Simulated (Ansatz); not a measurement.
Run report: NiSi, geometry relaxation (part 2 of 2)

NiSi (Pnma, 8 atoms in the cell); DFT PBE without spin polarisation, scalar-relativistic, plane waves, PAW, no spin polarisation (Ansatz 0.2.0); cutoff 420 eV, 8×10×6 k-mesh, Gaussian smearing of 0.05 eV. The structure derives from an entry of the Crystallography Open Database.

Geometry of the input (Å; fractional positions):
```
5.1854  0.0000  0.0000
0.0000  3.4001  0.0000
0.0000  0.0000  5.6559
Si 0.3214  0.7500  0.0842
Si 0.1786  0.2500  0.5842
Si 0.8214  0.7500  0.4158
Si 0.6786  0.2500  0.9158
Ni 0.0083  0.2500  0.1885
Ni 0.4917  0.7500  0.6885
Ni 0.5083  0.2500  0.3115
Ni 0.9917  0.7500  0.8115
```

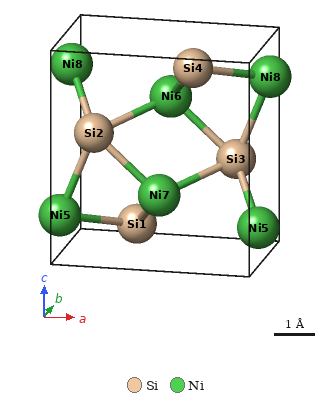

**Figure 1.** The geometry at step 2 of the log (ball-and-stick view of the cell of the calculation, seen slightly off an axis; atoms are numbered from 1 in the order of the input).

What the program printed, continued:
```
SCF iter   1: F=—  HF=-25906.139514 eV  |F-HF|=—  |Δ(HF+E_count)|=         —  Δρ=3.17e-6  dr2=4.87e-9  ethr=3.92e-7  ⟨swp⟩=3.0  Hψ=40104  notcnv=0
eigensolver tolerance schedule: the retry pair's looser diagonalisation over-reported the residual by 70843.89 of it (diagonalisation noise at an unbounded share of the residual, at the tolerance the schedule requests for it); recorded, not acted on — ethr = c·dr2/N_el stays at c = 1.0e-1
preconditioner: auto → Kerker (q_TF=auto, 2.672 Å⁻¹)  [metal: Δε(μ)=0.032 eV  Ē_g=6.868 eV  σ=0.050 eV  W_gap=0.32  n_scr=38 (ndim 8)  ℏωp=27.8 eV  f_vac=0.000  D(μ)=1.75/eV (n_scr^D=8)]
SCF iter   2: F=—  HF=-25906.139519 eV  |F-HF|=—  |Δ(HF+E_count)|=   4.52e-6  Δρ=1.25e-6  dr2=1.04e-9  ethr=5.53e-12  ⟨swp⟩=3.9  Hψ=17672  notcnv=0
SCF iter   3: F=—  HF=-25906.139519 eV  |F-HF|=—  |Δ(HF+E_count)|=  3.67e-10  Δρ=8.19e-7  dr2=5.65e-10  ethr=1.18e-12  ⟨swp⟩=1.0  Hψ=6360  notcnv=0
iter 4 did not close the SCF: its close was put off for the readings that it lacked (scf_convergence_deferred on its scf_iter line)
SCF iter   4: F=-25906.139519 eV  HF=-25906.139519 eV  |F-HF|=2.18e-11  |Δ(HF+E_count)|=  1.35e-10  Δρ=2.86e-7  dr2=5.03e-11  ethr=1.00e-12  ⟨swp⟩=2.6  Hψ=9668  notcnv=0
iter 5 did not close the SCF: its close was put off for the readings that it lacked (scf_convergence_deferred on its scf_iter line)
SCF iter   5: F=-25906.139519 eV  HF=-25906.139519 eV  |F-HF|=0.00e0  |Δ(HF+E_count)|=  3.64e-12  Δρ=6.84e-8  dr2=4.68e-12  ethr=1.00e-12  ⟨swp⟩=1.0  Hψ=6360  notcnv=0
iter 6 did not close the SCF: its close was put off for the readings that it lacked (scf_convergence_deferred on its scf_iter line)
SCF iter   6: F=-25906.139519 eV  HF=-25906.139519 eV  |F-HF|=0.00e0  |Δ(HF+E_count)|=  3.64e-12  Δρ=2.64e-8  dr2=3.87e-13  ethr=1.00e-12  ⟨swp⟩=1.0  Hψ=6360  notcnv=0
iter 7 did not close the SCF: its close was put off for the readings that it lacked (scf_convergence_deferred on its scf_iter line)
SCF iter   7: F=-25906.139519 eV  HF=-25906.139519 eV  |F-HF|=0.00e0  |Δ(HF+E_count)|=    0.00e0  Δρ=1.69e-8  dr2=1.57e-13  ethr=1.00e-12  ⟨swp⟩=1.0  Hψ=6360  notcnv=0
SCF iter   8: F=-25906.139519 eV  HF=-25906.139519 eV  |F-HF|=0.00e0  |Δ(HF+E_count)|=  7.28e-12  Δρ=8.91e-9  dr2=4.63e-14  ethr=1.00e-12  ⟨swp⟩=1.4  Hψ=13314  notcnv=0
SCF 4 converged in 8 iterations: F = -25906.139519 eV  dr2 = 4.63e-14
relax step   4: F+E_penalty+E_count = -25906.13951857 eV  Δ(F+E_penalty+E_count) = -2.614e-6 eV  max|allowed force component| = 1.525e-3 eV/Å  Δτ_max = 0.0000 Å  P = -3.146 GPa  Ω = 99.720 Å³  fix = [volume]  reactions: volume -3.146 GPa  stress off target by 1.31e-2 GPa on what of the cell is left free  SCF on the basis re-selected at this cell (its energy is not comparable with the rows above)  (8 SCF iters)
basis re-selected at this cell: Δ(F+E_penalty+E_count) = -2.614e-6 eV, ΔP = +0.000 GPa vs the last step (what re-selecting the basis moved, of the pressure what is left beyond the Pulay correction that the steps carried, after the strain that the cell walked since its last selection, with what the two solves' SCF thresholds leave and, on support functions, any second-order correction that the steps lacked; it is no measure of the basis error at this ecutwfc). This SCF's stress stands 1.31e-2 GPa from its target on what of the cell is left free (relax.cell.stress_tol is 1.00e-1 GPa) and its largest allowed force component is 1.53e-3 eV/Å (relax.f_tol is 1.00e-2 eV/Å): within both
SCF converged after 8 iterations
Free energy (F): -25906.139519 eV
Harris-Foulkes:  -25906.139519 eV  (|F-HF|=0.00e0)
Internal energy: -25906.137325 eV  (E = F + TS)
E sigma→0 (E₀):  -25906.138422 eV
Entropy (-TS):   -0.002193 eV (-0.274 meV/atom)
Fermi energy:    14.167228 eV
--- Per-component energies (eV) ---
  E_band       = -1342.435634
  E_kinetic    = 1305.629164
  E_local      = -18004.665409  (includes V_loc(G=0)·N_el)
  E_nonlocal   = 2636.867449
  E_hartree    = 7732.661064
  E_xc         = -567.238081
  E_vxc        = -634.367394  (∫ρ·V_xc dr)
  E_paw        = -8569.150148  (= ΣΔE_a)
  E_vpaw       = -2111.223632  (= ΣTr[D̂ρ^β])
  E_aug_tail   = 0.002069  (compensation charges beyond the density's cutoff)
  E_ewald      = -10440.243433
  E_smearing   = -0.002193  (= −TS)
  E_closure    = -0.000000  (closes the sum)
  Σ components = -25906.139519   (vs F -25906.139519, Δ=0.00e0)
--- Forces (eV/Å), atoms counted from 1 ---
  atom   1  Si    -0.00152512    -0.00000000    -0.00113998
  atom   2  Si     0.00152512    -0.00000000    -0.00113998
  atom   3  Si    -0.00152512    -0.00000000     0.00113998
  atom   4  Si     0.00152512    -0.00000000     0.00113998
  atom   5  Ni    -0.00037376     0.00000000    -0.00089439
  atom   6  Ni     0.00037376     0.00000000    -0.00089439
  atom   7  Ni    -0.00037376     0.00000000     0.00089439
  atom   8  Ni     0.00037376     0.00000000     0.00089439
  max |Σ_I F_I| component: 1.39e-17 eV/Å
--- Stress (GPa, compression-positive) ---
       -3.136197      -0.000000      -0.000000
       -0.000000      -3.142837      -0.000000
       -0.000000      -0.000000      -3.159235
  P = ⅓ Tr σ = -3.1461 GPa (-31.461 kbar)
--- Band table (eV; the first three rows and the last of 120) ---
  k-point 0: bands = ["-89.6644", "-89.6614", "-89.6603", "-89.6574", "-50.1231", "-50.1191", "-50.1031", "-50.0967", "-50.0629", "-50.0626", "-50.0437", "-50.0389", "-50.0305", "-50.0257", "-50.0196", "-50.0168", "1.3981", "4.6776", "5.9336", "6.5051", "7.8016", "8.2774", "9.9506", "10.2948", "10.3852", "10.4331", "10.4701", "10.4825", "10.6863", "10.9843", "11.1641", "11.2932", "11.4804", "11.6317", "11.8779", "11.9217", "12.0287", "12.1101", "12.1506", "12.3097", "12.3603", "13.0591", "13.0670", "13.2723", "14.8025", "15.3685", "17.4546", "17.9248", "18.1670", "18.6133", "18.9000", "20.0690", "20.3986"]
  k-point 1: bands = ["-89.6643", "-89.6619", "-89.6598", "-89.6575", "-50.1228", "-50.1194", "-50.1027", "-50.0972", "-50.0629", "-50.0626", "-50.0434", "-50.0394", "-50.0300", "-50.0260", "-50.0194", "-50.0170", "1.5213", "4.1311", "6.3095", "6.5622", "7.7197", "8.6595", "9.5670", "10.2459", "10.3127", "10.3358", "10.4115", "10.6934", "10.7165", "11.0353", "11.1738", "11.2424", "11.5700", "11.6910", "11.8533", "11.8591", "11.8679", "12.0902", "12.0944", "12.2987", "12.5721", "12.9154", "13.2789", "13.4613", "14.9944", "15.7027", "16.8950", "17.9932", "18.2344", "18.3387", "18.5007", "20.0646", "20.5614"]
  k-point 2: bands = ["-89.6639", "-89.6627", "-89.6590", "-89.6578", "-50.1221", "-50.1201", "-50.1015", "-50.0983", "-50.0629", "-50.0627", "-50.0427", "-50.0405", "-50.0289", "-50.0267", "-50.0189", "-50.0175", "1.8865", "3.2586", "6.7175", "6.7909", "7.6191", "8.7143", "9.4101", "10.0919", "10.3643", "10.4369", "10.4742", "10.6999", "10.9207", "11.1524", "11.1662", "11.2442", "11.4634", "11.4912", "11.6936", "11.7154", "11.8971", "12.1241", "12.2586", "12.2758", "12.6360", "12.8111", "13.4096", "14.2039", "14.8789", "16.0014", "16.4785", "17.4192", "18.1317", "18.4338", "18.9929", "20.0035", "20.3557"]
  k-point 119: bands = ["-89.6608", "-89.6608", "-89.6608", "-89.6608", "-50.1116", "-50.1116", "-50.1116", "-50.1116", "-50.0415", "-50.0415", "-50.0415", "-50.0415", "-50.0348", "-50.0348", "-50.0348", "-50.0348", "5.6880", "5.6880", "5.6880", "5.6880", "7.8306", "7.8306", "7.8306", "7.8306", "10.6109", "10.6109", "10.6109", "10.6109", "11.0038", "11.0038", "11.0038", "11.0038", "11.6964", "11.6964", "11.6964", "11.6964", "12.0887", "12.0887", "12.0887", "12.0887", "12.3654", "12.3654", "12.3654", "12.3654", "16.6027", "16.6027", "16.6027", "16.6027", "17.5879", "17.5879", "17.5879", "17.5879", "20.0514"]
--- Relaxed structure (3 steps of the walk, 3 accepted, 1 SCFs on fresh bases) ---
  F+E_penalty+E_count = -25906.13951857 eV   max|allowed force component| = 1.525e-3 eV/Å   (the final SCF, on the basis selected at the relaxed cell)
  cell:  # Å, volume = 99.7195 Å³
    - [5.181835065219568, 0.0, 0.0]
    - [0.0, 3.3968938706738254, 0.0]
    - [0.0, 0.0, 5.665192101299964]
  atoms:
    - { symbol: Si, position: [0.32040845741702767, 0.7499999999999999, 0.08362333623953885] }
    - { symbol: Si, position: [0.17959154258297236, 0.25, 0.5836233362395389] }
    - { symbol: Si, position: [0.8204084574170278, 0.7499999999999999, 0.41637666376046123] }
    - { symbol: Si, position: [0.6795915425829724, 0.25, 0.9163766637604615] }
    - { symbol: Ni, position: [0.007491912812089664, 0.25, 0.18949311098343183] }
    - { symbol: Ni, position: [0.4925080871879104, 0.7499999999999999, 0.6894931109834319] }
    - { symbol: Ni, position: [0.5074919128120896, 0.25, 0.31050688901656825] }
    - { symbol: Ni, position: [0.9925080871879104, 0.7499999999999999, 0.8105068890165681] }
```

Trajectory as extended XYZ (Å, eV, eV/Å), 4 frames, from step=1 to step=4:
```
8
Lattice="5.1854 0.0000 0.0000 0.0000 3.4001 0.0000 0.0000 0.0000 5.6559" Properties=species:S:1:pos:R:3:forces:R:3 step=1 energy=-25906.13838 pressure_GPa=-3.33
Si    1.6663    2.5501    0.4761   -0.0251   0.0000  -0.0151
Si    0.9263    0.8500    3.3040    0.0251   0.0000  -0.0151
Si    4.2590    2.5501    2.3519   -0.0251   0.0000   0.0151
Si    3.5190    0.8500    5.1799    0.0251   0.0000   0.0151
Ni    0.0431    0.8500    1.0659   -0.0312   0.0000   0.0420
Ni    2.5496    2.5501    3.8938    0.0312   0.0000   0.0420
Ni    2.6358    0.8500    1.7621   -0.0312   0.0000  -0.0420
Ni    5.1423    2.5501    4.5901    0.0312   0.0000  -0.0420
8
Lattice="5.1846 0.0000 0.0000 0.0000 3.3976 0.0000 0.0000 0.0000 5.6610" Properties=species:S:1:pos:R:3:forces:R:3 step=2 energy=-25906.13925 pressure_GPa=-3.23
Si    1.6634    2.5482    0.4748   -0.0130   0.0000  -0.0101
Si    0.9289    0.8494    3.3053    0.0130   0.0000  -0.0101
Si    4.2558    2.5482    2.3556   -0.0130   0.0000   0.0101
Si    3.5212    0.8494    5.1861    0.0130   0.0000   0.0101
Ni    0.0409    0.8494    1.0700   -0.0158   0.0000   0.0174
Ni    2.5514    2.5482    3.9005    0.0158   0.0000   0.0174
Ni    2.6332    0.8494    1.7605   -0.0158   0.0000  -0.0174
Ni    5.1437    2.5482    4.5909    0.0158   0.0000  -0.0174
8
Lattice="5.1818 0.0000 0.0000 0.0000 3.3969 0.0000 0.0000 0.0000 5.6652" Properties=species:S:1:pos:R:3:forces:R:3 step=3 energy=-25906.13952 pressure_GPa=-3.15
Si    1.6603    2.5477    0.4737   -0.0015   0.0000  -0.0011
Si    0.9306    0.8492    3.3063    0.0015   0.0000  -0.0011
Si    4.2512    2.5477    2.3589   -0.0015   0.0000   0.0011
Si    3.5215    0.8492    5.1914    0.0015   0.0000   0.0011
Ni    0.0388    0.8492    1.0735   -0.0004   0.0000  -0.0009
Ni    2.5521    2.5477    3.9061    0.0004   0.0000  -0.0009
Ni    2.6297    0.8492    1.7591   -0.0004   0.0000   0.0009
Ni    5.1430    2.5477    4.5917    0.0004   0.0000   0.0009
8
Lattice="5.1818 0.0000 0.0000 0.0000 3.3969 0.0000 0.0000 0.0000 5.6652" Properties=species:S:1:pos:R:3:forces:R:3 step=4 energy=-25906.13952 pressure_GPa=-3.15
Si    1.6603    2.5477    0.4737   -0.0015   0.0000  -0.0011
Si    0.9306    0.8492    3.3063    0.0015   0.0000  -0.0011
Si    4.2512    2.5477    2.3589   -0.0015   0.0000   0.0011
Si    3.5215    0.8492    5.1914    0.0015   0.0000   0.0011
Ni    0.0388    0.8492    1.0735   -0.0004   0.0000  -0.0009
Ni    2.5521    2.5477    3.9061    0.0004   0.0000  -0.0009
Ni    2.6297    0.8492    1.7591   -0.0004   0.0000   0.0009
Ni    5.1430    2.5477    4.5917    0.0004   0.0000   0.0009
```

Key numbers:

| quantity | value |
| --- | --- |
| outcome | converged |
| space group (tolerance 0.01 Å) | Pnma (62) |
| electrons treated | 88 |
| free energy | −25906.1395 eV |
| Fermi energy | 14.167 eV |
| gap on the k-point mesh | none (metallic) |
| pressure | −3.15 GPa |
| final volume | 99.72 Å³ |
| largest force (length of the vector) at the end | 0.002 eV/Å |
| final cell | a = 5.182 Å, b = 3.397 Å, c = 5.665 Å, α = 90.00°, β = 90.00°, γ = 90.00° |
| hardware | 2 threads of Arm Neoverse V1, 24 GiB of memory available, shared host |
| wall time | 80 s (CPU time 2.7 min) |
| peak memory | 0.69 GiB |

Remarks:

The run has no spin polarisation, so a magnetic state may lie lower.
